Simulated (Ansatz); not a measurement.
Consider Ta.

```cif
data_structure
_symmetry_space_group_name_H-M 'P 1'
_symmetry_Int_Tables_number 1
_cell_length_a 5.3625
_cell_length_b 5.3625
_cell_length_c 5.3625
_cell_angle_alpha 90.000
_cell_angle_beta 90.000
_cell_angle_gamma 90.000
_cell_volume 154.20
loop_
_atom_site_label
_atom_site_type_symbol
_atom_site_fract_x
_atom_site_fract_y
_atom_site_fract_z
_atom_site_occupancy
Ta1 Ta 0.00000 0.00000 0.00000 1
Ta2 Ta 0.50000 0.50000 0.50000 1
Ta3 Ta 0.25000 0.00000 0.50000 1
Ta4 Ta 0.75000 0.00000 0.50000 1
Ta5 Ta 0.50000 0.25000 0.00000 1
Ta6 Ta 0.50000 0.75000 0.00000 1
Ta7 Ta 0.00000 0.50000 0.25000 1
Ta8 Ta 0.00000 0.50000 0.75000 1
```

Space group Pm-3n; set up as Ta, A15; a generated structure, not necessarily the stable one.

These are results of Ansatz 0.2.0, DFT, BLYP, plane waves (420 eV) with PAW, scalar-relativistic, not measurements.

Question: What will maps of the valence pseudo-density and electron localisation function show?

Answer: Ta–Ta (2.68 Å): the density is about 0.41 e/Å³ at the midpoint; the ELF is about 0.30 at the midpoint: no shared electron pair shows on this line.
Ta–Ta (3.00 Å): the density is about 0.26 e/Å³ at the midpoint; the ELF is about 0.30 at the midpoint.

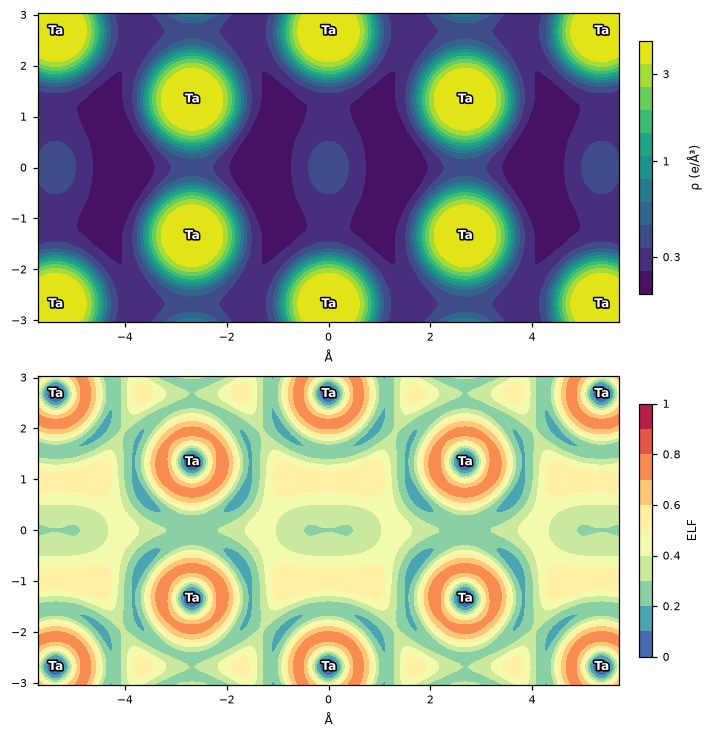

Computed valence pseudo-density and electron localisation function on the (100) plane of the conventional cell, in this order. 

Core electrons are frozen (PAW), and the valence fields are smoothed inside the atomic spheres.
